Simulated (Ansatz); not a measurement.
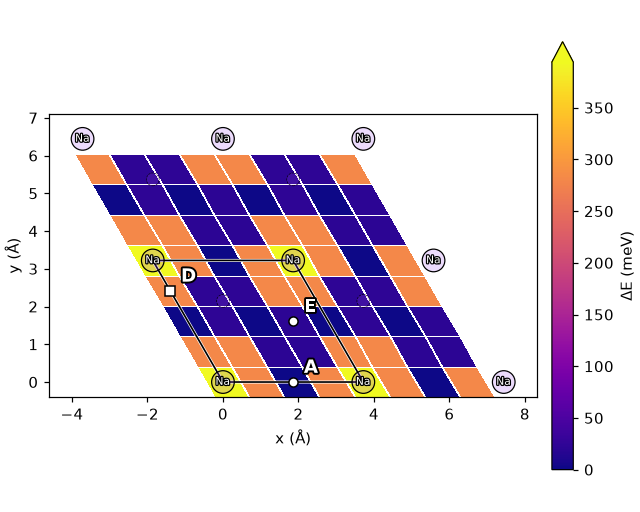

B on a Na(001) slab cut from the P6_3/mmc phase (4 atoms of substrate and one adsorbate in a 1 × 1 cell). One B atom a 1 × 1 cell is placed over a mesh of places on the rigid (0 0 1) surface, and only its height is relaxed. Places are given modulo a cell vector. The map is drawn in real space over the plane of the surface. The scan uses a 4 × 4 grid. All energies are given in meV relative to the lowest grid point. This mesh misses the points at thirds of the hexagonal cell. With one adsorbate in each 1 × 1 cell, its nearest image is 3.7 Å away, so neighbouring adsorbates interact. These are results of DFT PBEsol, scalar-relativistic, plane waves, PAW in Ansatz 0.2.0, not measurements.

In the figure: one coloured cell a grid point, labelled circles for the atoms of the top layer and small ones for the second layer, the outline of one cell of the 2 × 2 shown, one colour for all values above the top of the scale, lettered points.

**Is D the lowest point of the computed grid?**

No. D lies 281 meV above the lowest grid point, which is at a bridge site between two Na atoms, (0/4, 2/4) of the cell vectors.

**Rank the lettered points by energy, lowest first.**

A (0 meV), E (21 meV), D (281 meV).
